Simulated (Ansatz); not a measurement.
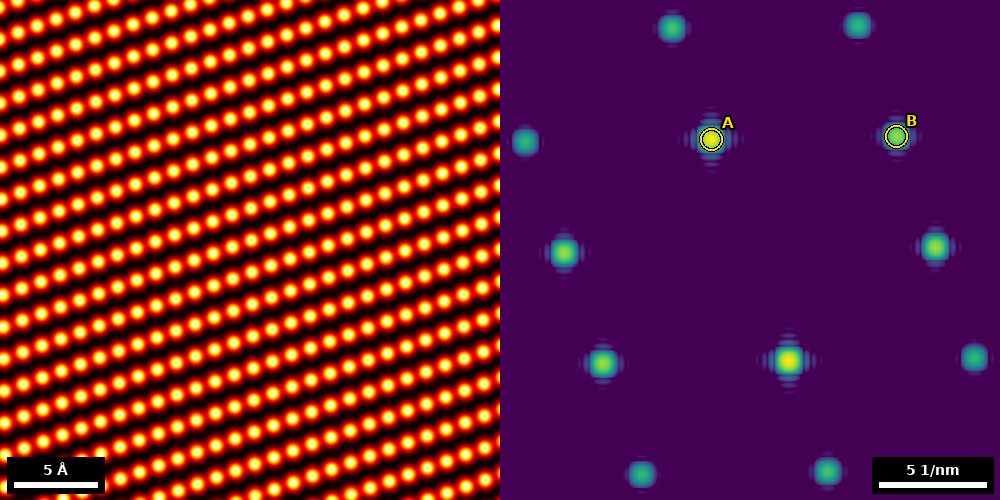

Dark-field STEM-like image of Mo (Pm-3m, No. 221) along [221]. Simulation: incoherent imaging, intensity Z^1.8 per atom, probe width 0.70 Å, thin sample. The display is stretched by a gamma of 0.8; percentages refer to the linear signal. Atomic positions: a calculation's starting geometry; the starting structure was generated, so it need not be a known form of this composition.

The right panel is the modulus of the image's Fourier transform on a logarithmic scale.

a = 2.575 Å, b = 2.575 Å, c = 2.575 Å, α = 90.00°, β = 90.00°, γ = 90.00°

Question: Index the marked spots and give their plane spacings (the zone axis points at the viewer; indices equivalent by symmetry, or all signs reversed, are as good).

Answer: A: (-1 1 0), d = 1.82 Å; B: (0 1 -2), d = 1.15 Å. A and B enclose 72°, and every spot obeys the zone law hu + kv + lw = 0 for [221].
